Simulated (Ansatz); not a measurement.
**A series of single points on SiO$_{2}$**

System: SiO$_{2}$ (6 atoms in the cell).
Method: DFT PBE, scalar-relativistic, plane waves, PAW, PAW set soft_1, no spin polarisation (Ansatz 0.2.0).

The 9 runs differ only in the geometry, by a shift of atoms along one path in a fixed cell. The shift s is measured from run 5: O3 moves along the Cartesian direction (0.70, −0.72, 0.00), and O4, O5 and O6 with it in fixed proportion. The structure derives from a Materials Project entry.

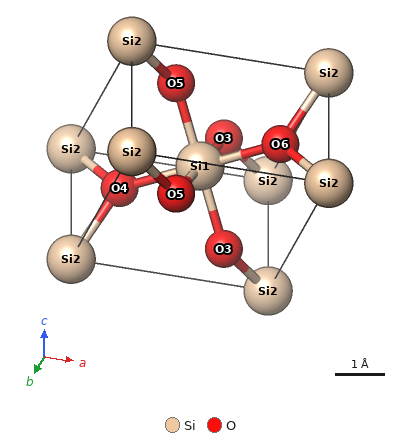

Figure 1. The structure of run 5 (ball-and-stick view of the cell of the calculation, seen at an oblique angle; atoms are numbered from 1 in the order of the input). An atom can appear more than once, as a periodic image.

### Input of run 5
```yaml
crystal:
  lattice:
    - [4.2358788266, 0.0, 0.0]
    - [0.0, 4.3345748033, 0.0]
    - [0.0, 0.0, 2.6897743046]
  atoms:
    - { symbol: Si, position: [0.5, 0.5, 0.5] }
    - { symbol: Si, position: [0.0, 0.0, 0.0] }
    - { symbol: O, position: [0.6836979468, 0.7023276386, 0.0] }
    - { symbol: O, position: [0.1836979468, 0.7976723614, 0.5] }
    - { symbol: O, position: [0.3163020532, 0.2976723614, 0.0] }
    - { symbol: O, position: [0.8163020532, 0.2023276386, 0.5] }
basis:
  ecutwfc: 520.0
kpoints:
  mp_grid: { grid: [6, 6, 8] }
hamiltonian:
  xc: pbe
  pseudopotentials: { kind: paw, azcp: { folder: soft_1 } }
scf:
  occupations: { method: gaussian, width: 0.05 }
output:
  forces: true
  stress: true
  eigenvalues: true
```

Command:
```bash
ansatz run input.yaml --threads 2 --pin off --max-ram 4096MiB --backend cpu --events-out ev --progress --plain --runs-dir out
```

Lattice vectors (Å) and fractional positions of run 5:
```
   4.235879    0.000000    0.000000
   0.000000    4.334575    0.000000
   0.000000    0.000000    2.689774
Si  0.500000  0.500000  0.500000
Si  0.000000  0.000000  0.000000
O   0.683698  0.702328  0.000000
O   0.183698  0.797672  0.500000
O   0.316302  0.297672  0.000000
O   0.816302  0.202328  0.500000
```

Run 6 differs from it as follows:
```diff
-    - { symbol: O, position: [0.6836979468, 0.7023276386, 0.0] }
-    - { symbol: O, position: [0.1836979468, 0.7976723614, 0.5] }
-    - { symbol: O, position: [0.3163020532, 0.2976723614, 0.0] }
-    - { symbol: O, position: [0.8163020532, 0.2023276386, 0.5] }
+    - { symbol: O, position: [0.6930127927, 0.6930127927, 0.0] }
+    - { symbol: O, position: [0.1930127927, 0.8069872073, 0.5] }
+    - { symbol: O, position: [0.3069872073, 0.3069872073, 0.0] }
+    - { symbol: O, position: [0.8069872073, 0.1930127927, 0.5] }
```

### Results, with one run withheld

```tsv
run	shift s of O3 (Å)	free energy per atom, from the lowest run given (meV)	pressure (GPa)	gap on the mesh (eV)	force along the path (eV/Å)
1	−0.2258	110.44	−10.73	4.57	5.462
2	−0.1694	66.38	−9.31	4.72	3.963
3	−0.1129	34.88	−8.00	4.70	2.777
4	−0.0565	13.37	−6.93	4.68	1.827
5	0.0000	0.00	−6.24	4.67	1.035
6	0.0565	?	?	?	?
7	0.1694	1.59	−6.86	4.82	−1.223
8	0.2258	17.61	−7.88	4.91	−2.218
9	0.2823	44.15	−9.14	4.96	−3.475
```

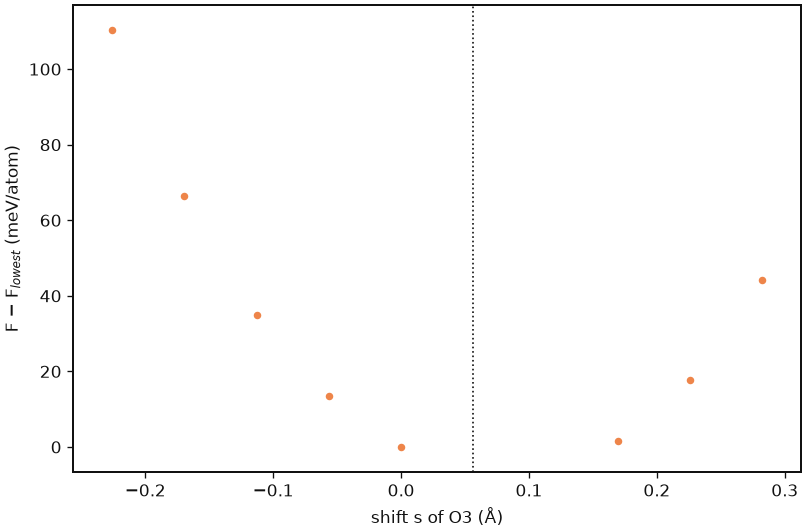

Figure 2. Free energy per atom of the runs given; the dotted line marks run 6.

Estimate the energy of run 6 from the others.

A cubic polynomial in the coordinate, fitted to the 8 runs given, misses them by at most 2.01 meV per atom. With x = s − 0.0141, it reads F = −4.4148 − 152.21 x + 1286.3 x² − 216.11 x³ (meV per atom). At run 6 it gives −8.57 meV per atom, and the run itself gives −6.34. The slope of the fit gives a force −dF/ds of 0.266 eV/Å along the path (summed over the atoms that move), and the printed forces give 0.319 eV/Å. The fit has its minimum at s = 0.0742 Å. The fit misses that run by 2.23 meV per atom. The gap on the mesh lies between 4.57 eV (run 1) and 4.96 eV (run 9); run 6 has 4.70 eV. These are gaps of this functional on this mesh, which can miss the band edges; they aren't the measured gap.

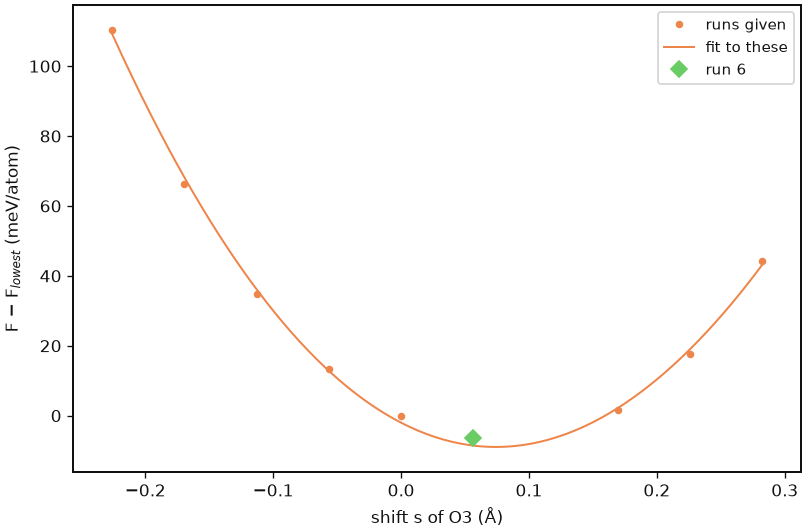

Figure 3. The fit and the withheld run.

### Output, shortened to warnings, some set-up lines, iterations and results (run 6)
```
Basis set: ecut = 520 eV, 1309 PW (Γ), exchange–correlation on 64×72×48 points (8 copies of the dense FFT grid, shifted against one another)
Symmetry: 8 space group operations
k-points: 80 of 288
Initial density: superposition of atomic densities (chi_scale 0.1, normalization cell, long waves kept (reshape's long-wave potential 0.00 eV rms))
[...]
SCF iter   1: F=—  HF=-3549.084804 eV  |F-HF|=—  |Δ(HF+E_count)|=         —  Δρ=1.39e-1  dr2=7.93e0  ethr=3.10e-3  ⟨swp⟩=6.1  Hψ=9551  notcnv=0
SCF iter   2: F=—  HF=-3547.166502 eV  |F-HF|=—  |Δ(HF+E_count)|=    1.92e0  Δρ=6.66e-2  dr2=8.46e-1  ethr=3.10e-3  ⟨swp⟩=3.4  Hψ=4623  notcnv=0  defer=146
SCF iter   3: F=—  HF=-3546.986237 eV  |F-HF|=—  |Δ(HF+E_count)|=   1.80e-1  Δρ=2.33e-2  dr2=9.69e-2  ethr=2.65e-3  ⟨swp⟩=2.5  Hψ=3460  notcnv=0  defer=147
SCF iter   4: F=—  HF=-3547.017600 eV  |F-HF|=—  |Δ(HF+E_count)|=   3.14e-2  Δρ=1.60e-3  dr2=5.39e-4  ethr=3.03e-4  ⟨swp⟩=2.5  Hψ=2259  notcnv=0  defer=147
SCF iter   5: F=—  HF=-3547.018097 eV  |F-HF|=—  |Δ(HF+E_count)|=   4.97e-4  Δρ=2.29e-4  dr2=7.13e-6  ethr=1.69e-6  ⟨swp⟩=2.2  Hψ=2821  notcnv=0  defer=67
SCF iter   6: F=—  HF=-3547.018089 eV  |F-HF|=—  |Δ(HF+E_count)|=   7.76e-6  Δρ=2.53e-5  dr2=1.79e-7  ethr=2.23e-8  ⟨swp⟩=2.0  Hψ=2898  notcnv=0  defer=67
SCF iter   7: F=-3547.018089 eV  HF=-3547.018089 eV  |F-HF|=3.14e-9  |Δ(HF+E_count)|=   1.47e-7  Δρ=3.64e-6  dr2=2.27e-9  ethr=3.13e-10  ⟨swp⟩=10.1  Hψ=8659  notcnv=0
SCF 1 converged in 7 iterations: F = -3547.018089 eV  dr2 = 2.27e-9
SCF converged after 7 iterations
Free energy (F): -3547.018089 eV
Harris-Foulkes:  -3547.018089 eV  (|F-HF|=3.14e-9)
Internal energy: -3547.018089 eV  (E = F + TS)
E sigma→0 (E₀):  -3547.018089 eV
Fermi energy:    11.932871 eV
--- Per-component energies (eV) ---
  E_band       = 43.036092
  E_kinetic    = 779.750445
  E_local      = -1246.176950  (includes V_loc(G=0)·N_el)
  E_nonlocal   = 248.703162
  E_hartree    = 454.480084
  E_xc         = -403.356608
  E_vxc        = -467.333652  (∫ρ·V_xc dr)
  E_paw        = -1677.205837  (= ΣΔE_a)
  E_vpaw       = -180.867130  (= ΣTr[D̂ρ^β])
  E_aug_tail   = 0.000879  (compensation charges beyond the density's cutoff)
  E_ewald      = -1703.213264
  E_smearing   = -0.000000  (= −TS)
  E_closure    = -0.000000  (closes the sum)
  Σ components = -3547.018089   (vs F -3547.018089, Δ=0.00e0)
--- Forces (eV/Å), atoms counted from 1 ---
  atom   1  Si     0.00000000     0.00000000     0.00000000
  atom   2  Si     0.00000000     0.00000000     0.00000000
  atom   3  O     -0.12727538    -0.23572255     0.00000000
  atom   4  O     -0.12727538     0.23572255     0.00000000
  atom   5  O      0.12727538     0.23572255     0.00000000
  atom   6  O      0.12727538    -0.23572255     0.00000000
  max |Σ_I F_I| component: 5.55e-17 eV/Å
--- Stress (GPa, compression-positive) ---
       -3.414487       0.000000       0.000000
        0.000000     -10.755029       0.000000
        0.000000       0.000000      -3.807596
  P = ⅓ Tr σ = -5.9924 GPa (-59.924 kbar)
```
